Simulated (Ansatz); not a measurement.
## Electronic structure of Ti$_{2}$B in real space

Input

```
crystal:
  lattice:
    - [5.1730795435, 0.0, 0.0]
    - [0.0, 5.1730795435, 0.0]
    - [0.0, 0.0, 3.310009098]
  atoms:
    - { symbol: Ti, position: [0.2995934118, 0.2995934118, 0.0] }
    - { symbol: Ti, position: [0.2004065882, 0.7995934118, 0.5] }
    - { symbol: Ti, position: [0.7004065882, 0.7004065882, 0.0] }
    - { symbol: Ti, position: [0.7995934118, 0.2004065882, 0.5] }
    - { symbol: B, position: [0.0, 0.0, 0.0] }
    - { symbol: B, position: [0.5, 0.5, 0.5] }
basis:
  ecutwfc: 420
kpoints:
  mp_grid: { grid: [8, 8, 12] }
hamiltonian:
  xc: pbe
scf:
  occupations: { method: gaussian, width: 0.1 }
output:
  forces: true
  stress: true
  eigenvalues: true
  write_density: true
  write_potential: true
  elf: true
  volumetric_format: npy
relax:
  adjacent_minimum: "off"
  f_tol: 0.01
  max_steps: 80
  cell: { stress_tol: 0.05 }
```

Command:

```sh
ansatz run input.yaml --threads 1 --pin off --max-ram 2560MiB --backend cpu --events-out ev --progress --plain --runs-dir out
```

Below, planes, directions and counts refer to the conventional cell (a = 5.18 Å, b = 5.18 Å, c = 3.30 Å, α = 90.00°, β = 90.00°, γ = 90.00°).

The fields are those of the relaxed geometry.

Space group P4₂/mnm; a structure generated by program, which may or may not match a known phase; computed without spin polarisation.

All numbers below come from DFT PBE, scalar-relativistic, plane waves, PAW in Ansatz.

The density is the valence pseudo-density of a PAW calculation; it isn't the true density close to the nuclei.

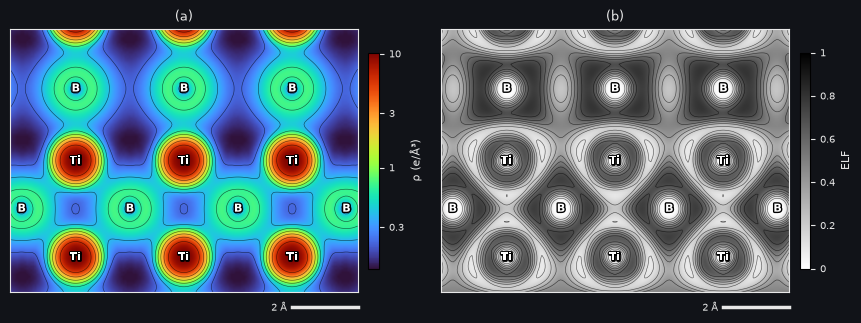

Figure 1. (a) valence charge density (pseudo); (b) ELF on the (110) plane of the conventional cell.

Q: Describe what can be read from this map.

A: Atoms in the plane: Ti and B. Ti–B (2.21 Å): ρ at the midpoint is about 0.44 e/Å³; the ELF peaks at about 0.70 in the valence shell of B, 0.7 Å from its nucleus, and is about 0.25 at the midpoint. Ti–Ti (2.94 Å): the density is about 0.22 e/Å³ at the midpoint; the ELF is about 0.20 at the midpoint; no localised pair shows between them. Between the atoms the lowest density in this plane is 0.13 e/Å³. The features right at Ti lie inside the PAW spheres, where the map follows smoothed inner orbitals and isn't to be read closely.

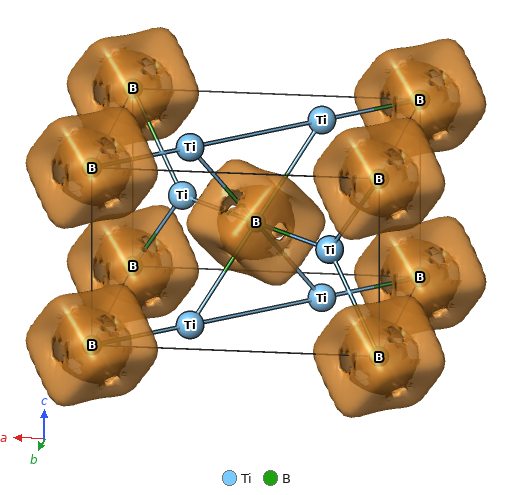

Figure 2. Isosurface of the ELF at 0.7 (orange), seen at an oblique angle. Only the valence region is drawn (cores and ρ < 0.01 e/Å³ removed). Sticks mark near contacts.

Q: Describe the localisation domains.

A: The ELF exceeds this value in two regions wrapped around B (the valence shell of each), counted in one cell of 6 atoms. Any copies at cell faces, edges or corners count once. Profiles from the grid: Ti–B (2.19 Å): the ELF peaks at about 0.70 in the valence shell of B, 0.7 Å from its nucleus, and is about 0.25 at the midpoint.

Q: Metal or insulator at this level of theory?

A: It is metallic or semimetallic at this level of theory: no gap opens.
